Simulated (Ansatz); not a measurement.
A series of calculations on O31Cd32

**1. Relaxation**

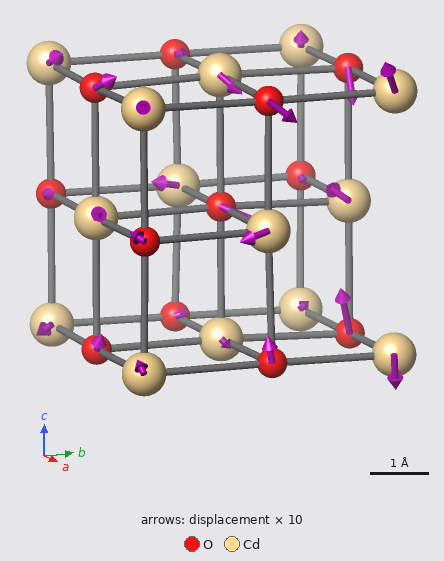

A relaxation of a defect cell of composition O31Cd32 (cell charge +1). The starting structure is drawn; purple arrows show the displacements, magnified 10 times.

A ball-and-stick model of the atoms within 4.2 Å of the atom that moves most (axes of the cell of the calculation), seen slightly off an axis.

Level of theory: DFT, PBEsol, PAW, plane waves in Ansatz. Settings: plane-wave cutoff 420 eV; k-point mesh 1 × 1 × 1; mesh shifted by (0.25, 0.25, 0.25); collinear spin; atoms relaxed in a fixed cell; force threshold 0.03 eV/Å; at most 80 steps.

What happened in the run?

Over 3 geometry steps the energy falls by 0.601 eV per cell of the calculation. The largest force component goes from 0.74 to 0.016 eV/Å. The largest move is that of an O atom, 0.11 Å along [2 2 −1]. Largest moves by element: O 0.11 Å, Cd 0.08 Å. The cell stays as it was. Among the contacts that change: Cd–O 2.368 → 2.282 Å, Cd–O 2.376 → 2.298 Å, Cd–O 2.412 → 2.333 Å, Cd–O 2.289 → 2.353 Å. Bond angles that change, for instance: Cd–O–Cd 88.7° → 95.7°, Cd–O–Cd 92.8° → 87.2°, Cd–O–Cd 179.6° → 176.4°.

Limits of the set-up: the cell is charged, on a uniform background, and energies carry no finite-size correction.

**2. Relaxation**

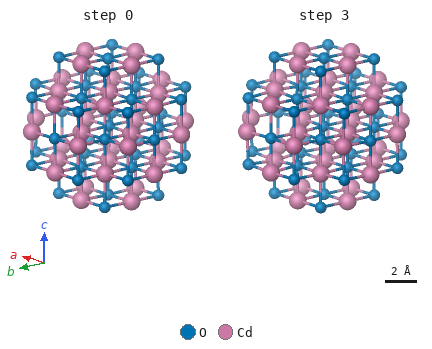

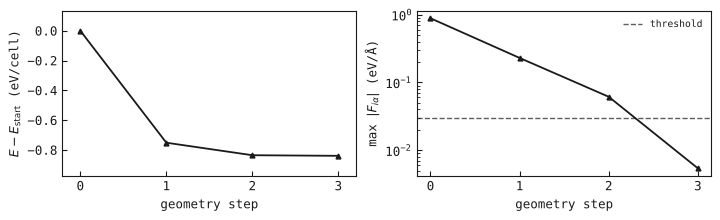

First and last geometry of a relaxation of a defect cell of composition O31Cd32 (cell charge +2), with the history of the run. Style: ball-and-stick. Shown: the atoms within 5.8 Å of the atom that moves most (axes of the cell of the calculation), from a free direction.

The calculation used DFT, PBEsol, PAW, plane waves (Ansatz). (plane-wave cutoff 420 eV; k-point mesh 1 × 1 × 1; mesh shifted by (0.25, 0.25, 0.25); no spin polarisation; atoms relaxed in a fixed cell; force threshold 0.03 eV/Å; at most 80 steps)

Question: Read the history and describe the run.

Answer: It converged. Over 3 geometry steps the energy falls by 0.839 eV per cell of the calculation. The largest force component goes from 0.89 to 0.0054 eV/Å. An O atom moves most: 0.12 Å along [2 2 −1]. Largest moves by element: O 0.12 Å, Cd 0.10 Å. The cell doesn't change. Near-neighbour distances that change, for instance: Cd–O 2.286 → 2.404 Å, Cd–O 2.400 → 2.292 Å, Cd–O 2.368 → 2.266 Å, Cd–O 2.304 → 2.402 Å. Among the angles between lasting bonds that change: Cd–O–Cd 88.7° → 96.9°, Cd–O–Cd 89.6° → 96.8°, O–Cd–O 179.6° → 173.2°. The run took 4.6 s on 1 × NVIDIA GB300 Max-Q with 8 threads of Arm Neoverse-V2, peak memory 2.1 GiB.

```csv
step,"E − E(0), meV/atom","largest force component, eV/Å"
0,0.00,0.8863
1,-11.92,0.2301
2,-13.26,0.0614
3,-13.32,0.0054
```

Limits of the set-up: the cell is charged, on a uniform background, and energies carry no finite-size correction.

**3. Defect**

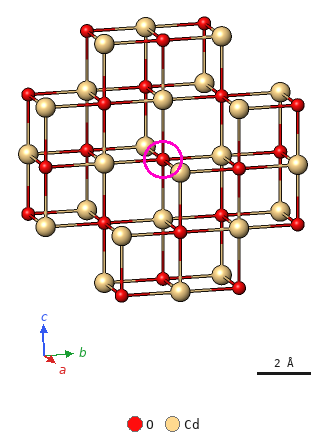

Perfect CdO. Style: ball-and-stick. Shown: the atoms within 6.0 Å of one point, in a slice 5.0 Å thick across the line of sight, slightly off an axis.

Method: DFT, PBEsol, PAW, plane waves (Ansatz 0.2.0). Set-up: plane-wave cutoff 420 eV; k-point mesh 1 × 1 × 1; mesh shifted by (0.25, 0.25, 0.25); collinear spin. Fermi-Dirac smearing of 0.01 eV. A uniform background neutralises the charged cell. The axes drawn are those of the host's conventional cell.

An oxygen atom is taken out (a vacancy) at the ringed place, in charge state +1. The supercell has 64 sites, and the atoms are relaxed at the host's cell.

Q: Predict the relaxed surroundings of the defect.

A: Around the empty O site the host had 6 Cd at 2.35 Å; after relaxation the nearest atoms are 6 Cd at 2.40 to 2.41 Å. Of the host's atoms, an oxygen atom moves furthest from its site, by 0.08 Å. The cell's net moment is 0.89 μB.

The relaxed defect, seen from the same direction:

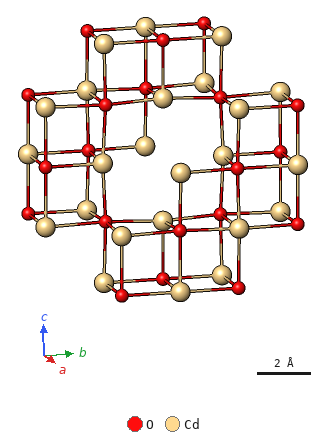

Limits of the set-up: the cell is charged, on a uniform background, and energies carry no finite-size correction.

**4. Defect**

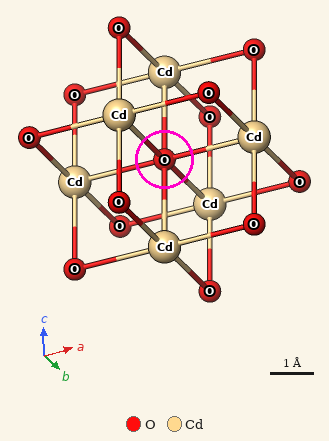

Perfect CdO. The picture is a ball-and-stick view of the atoms within 3.8 Å of one point, seen from a free direction.

Level of theory: DFT, PBEsol, PAW, plane waves in Ansatz. Settings: plane-wave cutoff 420 eV; k-point mesh 1 × 1 × 1; mesh shifted by (0.25, 0.25, 0.25); no spin polarisation. Fermi-Dirac smearing of 0.01 eV. A uniform background neutralises the charged cell. The axes drawn are those of the host's conventional cell.

An oxygen atom is taken out (a vacancy) at the ringed place, in charge state +2. The supercell has 64 sites, and the atoms are relaxed at the host's cell.

Predict the relaxed surroundings of the defect.

Around the empty O site the host had 6 Cd at 2.35 Å; after relaxation the nearest atoms are 6 Cd at 2.42 to 2.43 Å. Of the host's atoms, an oxygen atom moves furthest from its site, by 0.08 Å.

The relaxed defect, seen from the same direction:

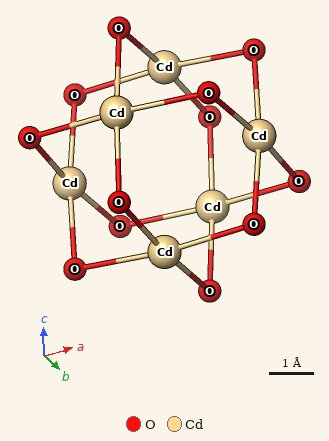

Limits of the set-up: the cell is charged, on a uniform background, and energies carry no finite-size correction.
